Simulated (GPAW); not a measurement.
System: Zn, space group Fm-3m (No. 225).

Input file:
```
from ase import Atoms
from ase.eos import EquationOfState
from ase.io import Trajectory
from ase.units import GPa
from gpaw import GPAW, PW

atoms = Atoms(['Zn'],
              cell=[[0.0, 1.964776, 1.964776],
                    [1.964776, 0.0, 1.964776],
                    [1.964776, 1.964776, 0.0]],
              scaled_positions=[[0.0, 0.0, 0.0]],
              pbc=True)

traj = Trajectory('eos.traj', 'w')
volumes, energies = [], []
for x in [0.94, 0.96, 0.98, 1.0, 1.02, 1.04, 1.06]:
    a = atoms.copy()
    a.set_cell(atoms.cell * x**(1 / 3), scale_atoms=True)
    calc = GPAW(mode=PW(600),
                xc='MGGA_X_R2SCAN+MGGA_C_R2SCAN',
                kpts={'size': (12, 12, 12), 'gamma': True},
                occupations={'name': 'fermi-dirac', 'width': 0.05},
                nbands=13,
                convergence={'density': 1e-05, 'energy': 1e-05},
                maxiter=150,
                txt=f'eos-{x:.2f}.txt')
    a.calc = calc
    energies.append(a.get_potential_energy(force_consistent=True))
    volumes.append(a.get_volume())
    p = -a.get_stress()[:3].mean() / GPa
    calc.write(f'eos-{x:.2f}.gpw')
    traj.write(a)
    print(f'{x:.2f} {volumes[-1]:10.4f} A^3 {energies[-1]:14.6f} eV {p:9.3f} GPa', flush=True)

v0, e0, B = EquationOfState(volumes, energies, eos='birchmurnaghan').fit()
print(f'V0 = {v0:.4f} A^3, E0 = {e0:.6f} eV, B0 = {B / GPa:.2f} GPa')
```

Launched with:
```bash
OMP_NUM_THREADS=1 python run.py
```

Calculation (GPAW 26.7.0): PAW DFT in plane waves, on a grid or in atomic orbitals, no spin polarisation; energies at scaled volumes of the given cell, shape and fractions fixed, counted from the fit's minimum, third-order Birch-Murnaghan fit. Level: r2SCAN.

| setting | value |
| --- | --- |
| k mesh | 12×12×12 |
| occupations | Fermi–Dirac |
| smearing width | 0.05 eV |
| potentials | GPAW PAW data sets (gpaw data 1.2.1) |
| wave cutoff | 600 eV |
| program settings | basis pw |

Predict the energy against volume. The volume takes the values 14.26, 14.56, 14.87, 15.17, 15.47, 15.78, 16.08 Å³/atom.

A third-order Birch–Murnaghan fit gives V0 = 14.34 Å³/atom, B0 = 87 GPa and B′ = 5.3. The energy rises from 0.11 meV/atom at volume 14.26 Å³/atom to 45.23 meV/atom at 16.08 Å³/atom.

```json
{"volume (Å³/atom)": "14.26", "energy (meV/atom)": "0.11"}
{"volume (Å³/atom)": "14.56", "energy (meV/atom)": "0.95"}
{"volume (Å³/atom)": "14.87", "energy (meV/atom)": "4.94"}
{"volume (Å³/atom)": "15.17", "energy (meV/atom)": "11.69"}
{"volume (Å³/atom)": "15.47", "energy (meV/atom)": "20.85"}
{"volume (Å³/atom)": "15.78", "energy (meV/atom)": "32.13"}
{"volume (Å³/atom)": "16.08", "energy (meV/atom)": "45.23"}
```

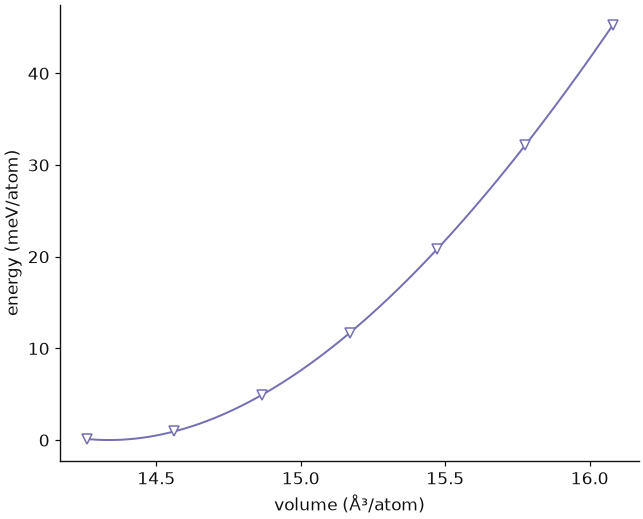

Note: the minimum lies near the end of the range.
